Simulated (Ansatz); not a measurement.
Lu

```
Lu
1.0
     7.39965    0.00000    0.00000
     0.00000    7.39965    0.00000
     0.00000    0.00000    7.39965
Lu
8
Direct
  0.00000 0.00000 0.00000
  0.50000 0.50000 0.00000
  0.50000 0.00000 0.50000
  0.00000 0.50000 0.50000
  0.25000 0.25000 0.25000
  0.75000 0.75000 0.25000
  0.75000 0.25000 0.75000
  0.25000 0.75000 0.75000
```

Space group Fd-3m; a structure generated by program, which may or may not match a known phase.

Method: Ansatz 0.2.0, DFT PBE, scalar-relativistic, plane waves, PAW.

Question: What can the converged valence pseudo-density and electron localisation function tell about the bonding?

Answer: Lu–Lu (3.20 Å): the density is about 0.16 e/Å³ at the midpoint; the ELF is about 0.30 at the midpoint.

Question: Does the calculation give a band gap?

Answer: It is metallic or semimetallic at this level of theory: no gap opens.

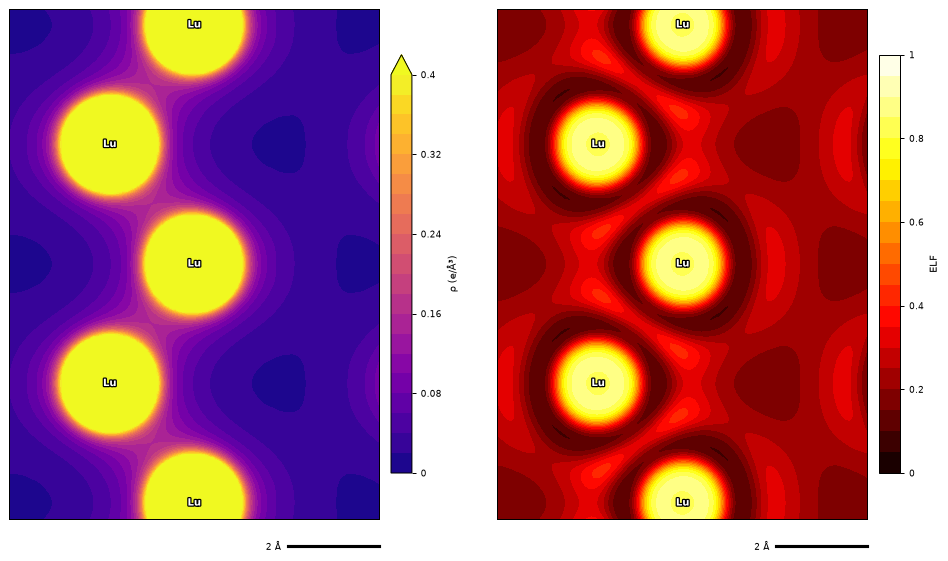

Computed valence pseudo-density and electron localisation function on the (101) plane of the conventional cell, in this order. 
